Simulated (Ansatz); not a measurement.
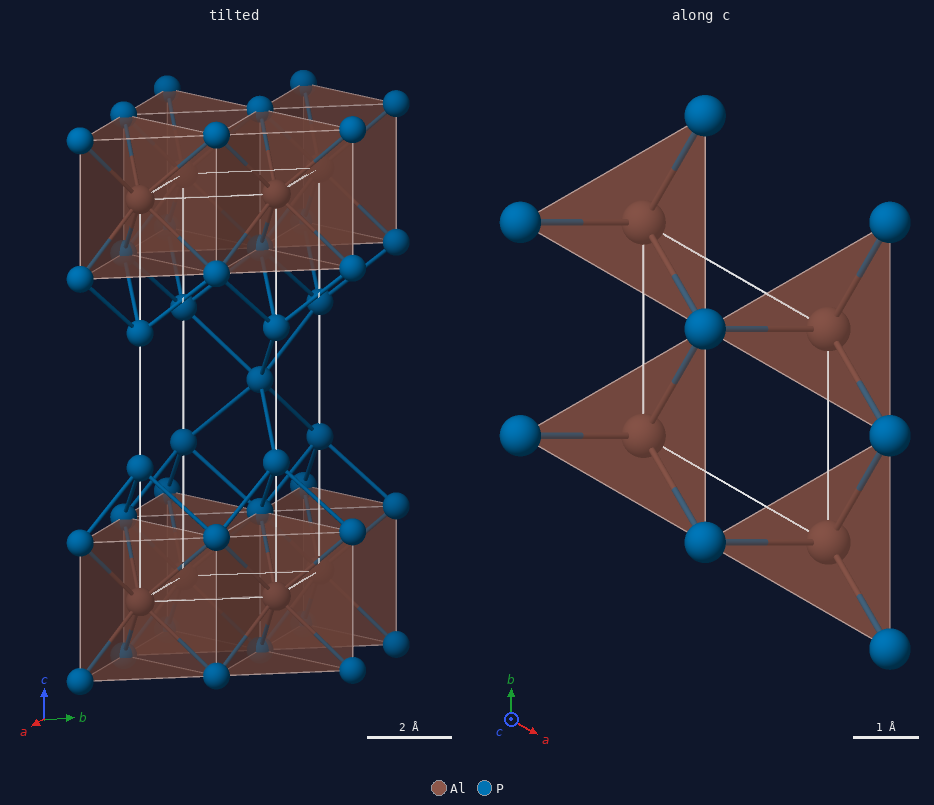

Polyhedral drawing of the structure, looking slightly off an axis and along the c axis. The outline marks the conventional unit cell. Some neighbours outside the box are added. Cell: a = 3.32 Å, b = 3.32 Å, c = 9.78 Å, α = 90.00°, β = 90.00°, γ = 120.00°.

The structure comes from a structure type filled with these elements by a generator (whether the compound takes this form wasn't checked). Earlier steps of the study may have refined or changed the cell and positions. It went into a calculation with Ansatz.

**What structure is drawn here?**

The solid is AlP5. Space group P-6m2 (No. 187), lattice primitive hexagonal. The cell comprises 1 formula unit: 1 Al, 5 P. Within bonding distance, the neighbour counts come to Al 6 and P 6.

Method used: DFT PBE, scalar-relativistic, plane waves, PAW in Ansatz. It ran with plane waves up to 420 eV, an 18×18×4 mesh of k-points, Gaussian smearing of 0.1 eV, no spin polarisation.

**What is the electronic character?**

A metal: bands cross the Fermi level.

**Give the Bader charge of each element.**

Al +1.78 e; P -0.93 to +0.06 e.

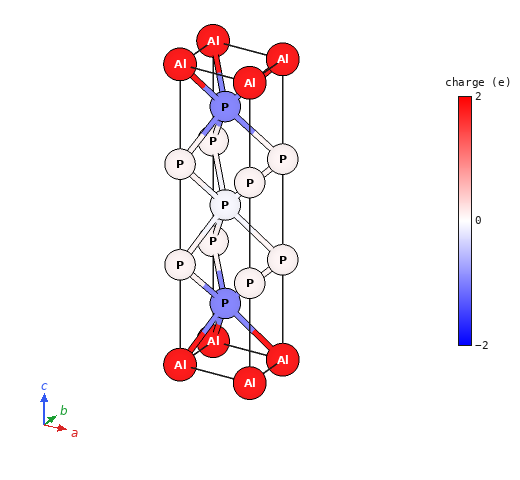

The atoms coloured by those charges. The run's cell of 6 atoms is drawn.

**Do the forces and the stress vanish for this geometry?**

Yes. All forces vanish to within 0.01 eV/Å. The pressure is 0.0 GPa, close to zero.
